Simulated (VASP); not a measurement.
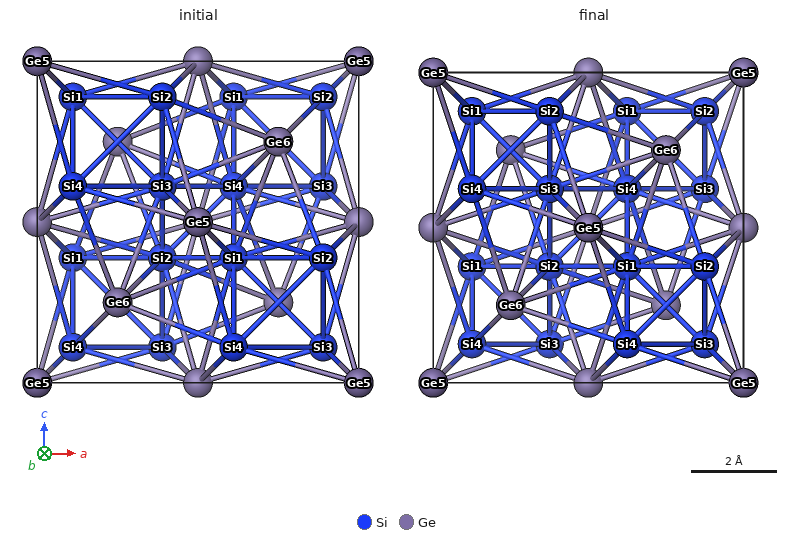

The structure of crystalline Si2Ge (a generated structure, set up in F-43m) before (left) and after (right) a relaxation, at one scale.

A ball-and-stick model of the conventional cell (4 times the calculation's cell), seen along the b axis. Lengths and directions refer to the drawn axes.

The run lets cell and atoms move.

These are results of Kohn-Sham DFT of a periodic cell, PBE, VASP PAW PBE potentials, recommended in VASP, not measurements.

Input
```
  PREC = Normal
  ENCUT = 520
  EDIFF = 1E-4
  ISMEAR = 0
  SIGMA = 0.15
  LREAL = False
  LASPH = True
  NELM = 60
  ALGO = Fast
  ISIF = 3
  LWAVE = False
  LCHARG = False
  GGA = PE
  IBRION = 2
  NSW = 24
  EDIFFG = -0.08
```

Command:
```bash
cat potpaw_PBE.64/Si/POTCAR potpaw_PBE.64/Ge_d/POTCAR > POTCAR
mpirun -np 1 vasp_std > vasp.out
```

**Describe what moved and what it gained.**

The largest moves relative to the cell, 0.18 Å, are those of Si1, Si2, Si3 and Si4. Si1 goes along [1 −1 −1]. Ge stays in place. Cell: a = b = c 7.603 → 7.337 Å (−3.5 %). Volume −10.1 %. Among the contacts that change: Si1–Si2 2.992 → 2.593 Å, Si1–Si2 (another image) 2.384 → 2.595 Å, Si1–Ge5 3.190 → 3.042 Å, Si1–Ge6 3.125 → 3.042 Å. The space group (tolerance 0.01 Å) goes from F-43m (No. 216) to Fd-3m (No. 227). Over 8 geometry steps the energy falls by 150 meV per atom. The largest force component goes from 1.2 to 0.0042 eV/Å. The pressure goes from −0.09 to 0.67 GPa. The volume changes by over a tenth within one run on a fixed set of plane waves, so the end point should be relaxed again from the new cell. It ran on 1 thread of AMD EPYC 9R45 (Zen 5), on a shared host.
